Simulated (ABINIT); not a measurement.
**Run report: MnO, hubbard response calculation (part 4 of 4)**

Continued. System: MnO (Fm-3m, 2 atoms in the cell). Method: Kohn-Sham DFT of a periodic cell, PBEsol, DFT+U, JTH PAW PBE v2.0, spin-polarised (ABINIT 10.8.3); cutoff 598.65 eV, 5×5×5 k-mesh, fermi-dirac of 0.05 eV, collinear spins. The structure derives from a Materials Project entry.

Geometry of the input (Å; fractional positions):
```
0.0000  2.2239  2.2239
2.2239  0.0000  2.2239
2.2239  2.2239  0.0000
Mn 0.0000  0.0000  0.0000
O  0.5000  0.5000  0.5000
```

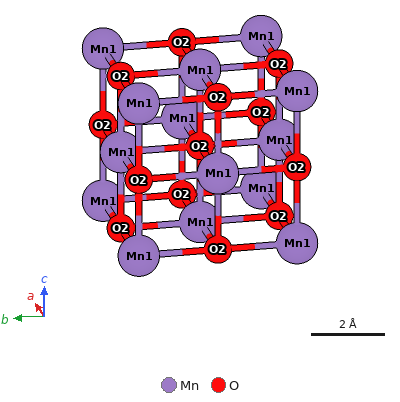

Fig. 1: The structure (ball-and-stick view of the cell 4 times as large as that of the calculation, set on its symmetry axes, seen at an oblique angle; atoms are numbered from 1 in the order of the input). An atom can appear more than once, as a periodic image.

**Output, continued**
```
 URES      ii    nat       r_max    U(J)[eV]   U_ASA[eV]   U_inf[eV]
 URES       1      1     0.00000     1.32199     1.01731     0.84867
 URES       2      8     8.40520     4.63513     3.56685     2.97559
 URES       3     27    10.29420     5.09236     3.91871     3.26912
 URES       4     64    16.81030     5.20536     4.00566     3.34166
 URES       5    125    17.83000     5.24566     4.03668     3.36753
 URES       6    216    25.21550     5.26348     4.05039     3.37897

 ---------- calculate U, (J) end --------------

================================================================================

 ----iterations are completed or convergence reached----

 Mean square residual over all n,k,spin=   26.321E-15; max=  76.324E-14
 reduced coordinates (array xred) for    2 atoms
       0.000000000000      0.000000000000      0.000000000000
       0.500000000000      0.500000000000      0.500000000000
 rms dE/dt=  3.9105E-09; max dE/dt=  6.5787E-09; dE/dt below (all hartree)
    1       0.000000002293     -0.000000002019     -0.000000003208
    2       0.000000002830      0.000000004566      0.000000006579

 cartesian coordinates (angstrom) at end:
    1      0.00000000000000     0.00000000000000     0.00000000000000
    2      2.22390770286652     2.22390770286652     2.22390770286652

 cartesian forces (hartree/bohr) at end:
    1      0.00000000094191     0.00000000022241    -0.00000000015852
    2     -0.00000000094191    -0.00000000022241     0.00000000015852
 frms,max,avg= 5.6621111E-10 9.4190711E-10  -4.732E-11 -3.538E-10 -2.557E-10 h/b

 cartesian forces (eV/Angstrom) at end:
    1      0.00000004843481     0.00000001143699    -0.00000000815134
    2     -0.00000004843481    -0.00000001143699     0.00000000815134
 frms,max,avg= 2.9115746E-08 4.8434811E-08  -2.433E-09 -1.819E-08 -1.315E-08 e/A
 length scales=  5.943340665723  5.943340665723  5.943340665723 bohr
              =  3.145080434800  3.145080434800  3.145080434800 angstroms
 Fermi (or HOMO) energy (hartree) =   0.28311   Average Vxc (hartree)=  -0.42967
 Magnetization (Bohr magneton)=  4.77267233E+00
 Total spin up =  1.28863362E+01   Total spin down =  8.11366384E+00
 Eigenvalues (hartree) for nkpt=  63  k points, SPIN UP:
 kpt#   1, nband= 16, wtk=  0.00800, kpt=  0.0000  0.0000  0.0000 (reduced coord)
  -2.70987   -1.56529   -1.56529   -1.56529   -0.46341    0.14128    0.14128    0.14128
   0.16424    0.16424    0.16424    0.18369    0.18369    0.25613    0.78658    0.86931
      occupation numbers for kpt#   1
   1.00000    1.00000    1.00000    1.00000    1.00000    1.00000    1.00000    1.00000
   1.00000    1.00000    1.00000    1.00000    1.00000    1.00000    0.00000    0.00000
 prteigrs : prtvol=0 or 1, do not print more k-points.

 Eigenvalues (hartree) for nkpt=  63  k points, SPIN DOWN:
 kpt#   1, nband= 16, wtk=  0.00800, kpt=  0.0000  0.0000  0.0000 (reduced coord)
  -2.53729   -1.39570   -1.39570   -1.39570   -0.44597    0.15686    0.15686    0.15686
   0.30443    0.30791    0.30791    0.30791    0.33176    0.33176    0.81324    0.92734
      occupation numbers for kpt#   1
   1.00000    1.00000    1.00000    1.00000    1.00000    1.00000    1.00000    1.00000
   0.00001    0.00000    0.00000    0.00000    0.00000    0.00000    0.00000    0.00000
 prteigrs : prtvol=0 or 1, do not print more k-points.

--- !EnergyTerms
iteration_state     : {dtset: 3, }
comment             : Components of total free energy in Hartree
kinetic             :  2.01198713699252E+01
hartree             :  2.66485548942097E+01
xc                  : -6.55015883221404E+00
Ewald energy        : -8.28539899682897E+01
psp_core            :  4.87099967229528E+00
local_psp           : -7.60659157639546E+01
PAW spherical_terms : -7.01599051405660E+00
internal            : -1.20846629142085E+02
'-kT*entropy'       : -6.05494568868761E-04
total_energy        : -1.20847234636654E+02
total_energy_eV     : -3.28842077845667E+03
...

--- !EnergyTermsDC
iteration_state     : {dtset: 3, }
comment             : '"Double-counting" decomposition of free energy'
band_energy         : -1.35061786367641E+01
Ewald energy        : -8.28539899682897E+01
psp_core            :  4.87099967229528E+00
xc_dc               : -2.46383784378761E+01
PAW spherical_terms : -4.70177681260601E+00
internal            : -1.20829324183241E+02
'-kT*entropy'       : -6.05494568868761E-04
total_energy_dc     : -1.20829929677810E+02
total_energy_dc_eV  : -3.28794988653760E+03
...

--- !EnergyTermsWithPAWCore
iteration_state     : {dtset: 3, }
comment             : 'Components of total free energy, including PAW core contributions'
Total energy        : -1.23255702662725E+03
Total energy DC     : -1.23253972166840E+03
Total energy (eV)   : -3.35395853217519E+04
Total energy DC (eV): -3.35391144298328E+04
...

 Cartesian components of stress tensor (hartree/bohr^3)
  sigma(1 1)=  2.32898856E-04  sigma(3 2)=  1.44174741E-12
  sigma(2 2)=  2.32898846E-04  sigma(3 1)= -1.80234357E-12
  sigma(3 3)=  2.32898856E-04  sigma(2 1)=  3.60041993E-12

-Cartesian components of stress tensor (GPa)         [Pressure= -6.8521E+00 GPa]
- sigma(1 1)=  6.85212091E+00  sigma(3 2)=  4.24176732E-08
- sigma(2 2)=  6.85212062E+00  sigma(3 1)= -5.30267786E-08
- sigma(3 3)=  6.85212091E+00  sigma(2 1)=  1.05928011E-07

== END DATASET(S) ==============================================================
================================================================================

 -outvars: echo values of variables after computation  --------
            acell      5.9433406657E+00  5.9433406657E+00  5.9433406657E+00 Bohr
           etotal1    -1.2086458146E+02
           etotal2    -1.2083858305E+02
           etotal3    -1.2082992968E+02
            fcart1     6.3502979501E-10 -3.7159761869E-10  2.3292745954E-10
                      -6.3502979501E-10  3.7159761869E-10 -2.3292745954E-10
            fcart2     9.4184438395E-10  6.3363322378E-10 -9.4495634780E-11
                      -9.4184438395E-10 -6.3363322378E-10  9.4495634780E-11
            fcart3     9.4190710508E-10  2.2241405407E-10 -1.5851837154E-10
                      -9.4190710508E-10 -2.2241405407E-10  1.5851837154E-10
            rprim      0.0000000000E+00  7.0710678120E-01  7.0710678120E-01
                       7.0710678120E-01  0.0000000000E+00  7.0710678120E-01
                       7.0710678120E-01  7.0710678120E-01  0.0000000000E+00
           strten1     2.5019023518E-04  2.5019024084E-04  2.5019024102E-04
                      -8.4786946196E-13  7.3243176302E-12  6.1278895997E-12
           strten2     2.3707917396E-04  2.3707918005E-04  2.3707918789E-04
                      -2.2358913341E-12  1.0127663706E-11  2.0178613735E-11
           strten3     2.3289885603E-04  2.3289884599E-04  2.3289885591E-04
                       1.4417474084E-12 -1.8023435714E-12  3.6004199297E-12
           xangst      0.0000000000E+00  0.0000000000E+00  0.0000000000E+00
                       2.2239077029E+00  2.2239077029E+00  2.2239077029E+00
             xred      0.0000000000E+00  0.0000000000E+00  0.0000000000E+00
                       5.0000000000E-01  5.0000000000E-01  5.0000000000E-01
 Calculation completed.
```

**File lruj.log**
```
.Version 10.8.3 of LRUJ
--------------------------------------------------------|---------------------------------------
 Linear:        -0.1104104    -0.0695514     5.3207405  |    0.0000405    0.0000090    0.0038034
 Quadratic:     -0.1103539    -0.0695389     5.3186762  |    0.0000015    0.0000008    0.0002008
*************************************************************************************************
*************************************************************************************************
```

**Results in brief**

- outcome: converged
- space group (tolerance 0.01 Å): Fm-3m (225)
- electrons treated: 21
- free energy: −3288.4210 eV
- gap on the k-point mesh: none (metallic)
- net moment of the cell: 4.77 μB
- pressure: −7.10 GPa
- largest force (length of the vector): under 0.001 eV/Å
- wall time: 4.4 min
- peak memory: 0.15 GiB

**Remarks**

Points of doubt noted for this run: cell small for linear response; cutoff too low for stress. The k-point mesh is coarse for a cell of this size, so the results may not be converged.
